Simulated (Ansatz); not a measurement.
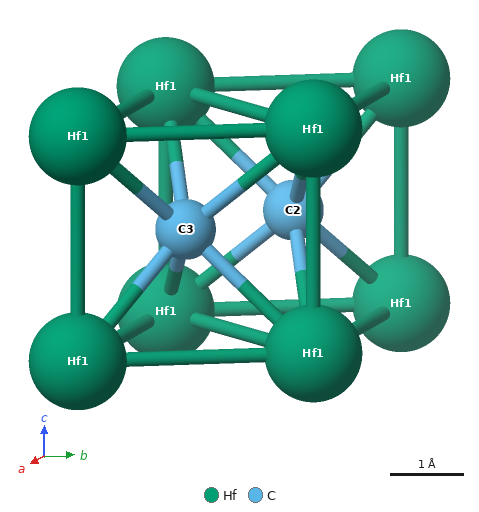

Starting structure of solid HfC2 (a generated structure, set up in P6/mmm). A ball-and-stick model of the cell of the calculation, seen slightly off an axis.

Level of theory: DFT PBE, scalar-relativistic, plane waves, PAW (Ansatz).

Input
```yaml
crystal:
  lattice:
    - [3.2782124649, 0.0, 0.0]
    - [-1.6391062324, 2.8390152736, 0.0]
    - [0.0, 0.0, 3.1790710676]
  atoms:
    - { symbol: Hf, position: [0.0, 0.0, 0.0] }
    - { symbol: C, position: [0.3333333333, 0.6666666667, 0.5] }
    - { symbol: C, position: [0.6666666667, 0.3333333333, 0.5] }
basis:
  ecutwfc: 420
kpoints:
  mp_grid: { grid: [18, 18, 14] }
hamiltonian:
  xc: pbe
scf:
  occupations: { method: gaussian, width: 0.1 }
output:
  forces: true
  stress: true
  eigenvalues: true
  write_density: true
  write_potential: true
  elf: true
  volumetric_format: npy
relax:
  adjacent_minimum: "off"
  f_tol: 0.01
  max_steps: 80
  cell: { stress_tol: 0.05 }
```

Command:
```bash
ansatz run input.yaml --threads 1 --pin off --max-ram 2560MiB --backend cpu --events-out ev --progress --plain --runs-dir out
```

Predict the outcome.

Answer. The atoms keep their places relative to the cell (all moves are under 0.005 Å). The drawn cell changes as follows: a = b 3.278 → 3.239 Å (−1.2 %), c 3.179 → 3.214 Å (+1.1 %); the volume changes by −1.3 %. Some distances before and after: Hf1–Hf1 3.278 → 3.239 Å, Hf1–Hf1 (another image) 3.179 → 3.214 Å, Hf1–C2 2.472 → 2.466 Å. The space group stays P6/mmm (No. 191). The energy falls by 10.7 meV per cell of the calculation in 4 accepted moves (5 points after the start). All forces vanish by symmetry, so only the cell relaxes. The pressure goes from −1.66 to −0.01 GPa. The SCF was repeated once at an unchanged geometry on a basis and grid sized afresh for the cell, which shifted the energy by 0.3 meV per cell of the calculation at most. The run took 2.5 min on 1 thread of Intel(R) Xeon(R) Processor @ 2.50GHz (Skylake/Cascade Lake), with other jobs on the host, peak memory 0.48 GiB.

The structure at the end:

```
Hf C
1.0
     3.23862    0.00000    0.00000
    -1.61931    2.80473    0.00000
     0.00000    0.00000    3.21406
Hf C
1 2
Direct
  0.00000 0.00000 0.00000
  0.33333 0.66667 0.50000
  0.66667 0.33333 0.50000
```

After the run, drawn alike:

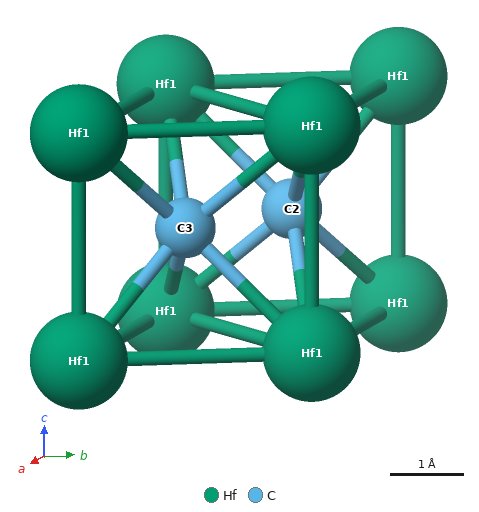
